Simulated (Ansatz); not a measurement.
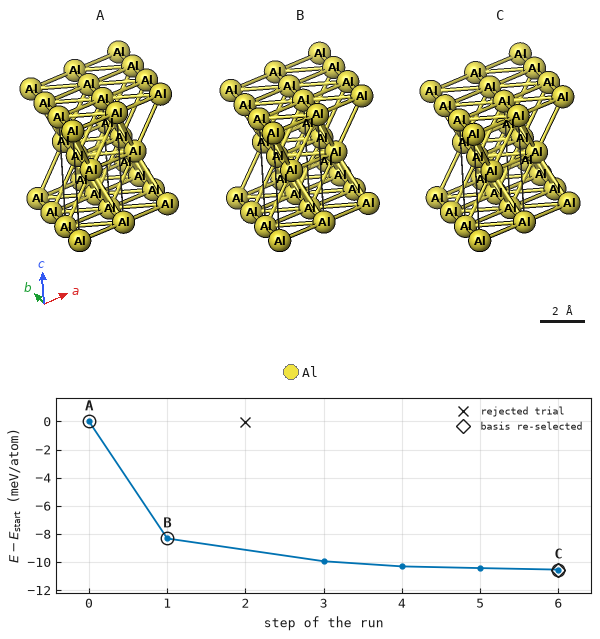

Frames of a relaxation of solid Al (set up in R-3m), marked on the history of the run. Style: ball-and-stick. Shown: the reduced cell, repeated 2 × 3 × 1 with one cell outlined, slightly off an axis. Lengths and directions refer to the drawn axes.

Case: 6 of 6 H taken out, relaxed.

The calculation used Ansatz 0.2.0, DFT PBE, scalar-relativistic, plane waves, PAW.

Input file:
```yaml
crystal:
  lattice:
    - [1.4093532703, 0.81369049, 4.7979273259]
    - [-1.4093532703, 0.81369049, 4.7979273259]
    - [0.0, -1.62738098, 4.7979273259]
  atoms:
    - { symbol: Al, position: [0.0, 0.0, 0.0] }
    - { symbol: Al, position: [0.5, 0.5, 0.5] }
basis:
  ecutwfc: 420
kpoints:
  mp_grid: { grid: [12, 12, 12] }
hamiltonian:
  xc: pbe
scf:
  occupations: { method: gaussian, width: 0.1 }
output:
  forces: true
  stress: true
  eigenvalues: true
relax:
  adjacent_minimum: "off"
  f_tol: 0.025
  max_steps: 70
  cell: { stress_tol: 0.12 }
```

Run as
```bash
ansatz run input.yaml --threads 2 --pin off --max-ram 5120MiB --backend cpu --events-out ev --progress --plain --runs-dir out
```

> What happens along the run?

The energy falls by 10.5 meV per atom in 4 accepted moves (6 points after the start). All forces vanish by symmetry, so only the cell relaxes. Pressure: 0.13 GPa at the start and 0.00 GPa at the end. The line search rejected the trial step at point 2 of the run. The SCF was repeated once at an unchanged geometry on a basis and grid sized afresh for the cell, which shifted the energy by 0.1 meV per atom at most. The atoms keep their places relative to the cell (all moves are under 0.005 Å). The drawn cell changes at constant volume: a = b 2.819 → 2.869 Å (+1.8 %), c 5.066 → 4.917 Å (−2.9 %), α 73.8° → 73.0°, β 73.8° → 73.0°. Near-neighbour distances that change, for instance: Al1–Al2 2.899 → 2.846 Å, Al1–Al1 2.819 → 2.869 Å. The space group stays R-3m (No. 166). From step 0 to 1: volume −0.3 %, energy −8.3 meV per atom. From step 1 to 6: volume +0.2 %, energy −2.2 meV per atom.

```
step  E − E(0), meV/atom  pressure, GPa  volume, Å³/atom                      note
   0                0.00           0.13           16.506                          
   1               -8.32           0.20           16.464                          
   2               -0.07           0.31           16.517                  rejected
   3               -9.94          -0.64           16.640                          
   4              -10.30           0.34           16.432                          
   5              -10.42          -0.01           16.500                          
   6              -10.53           0.00           16.500  same geometry, new basis
```
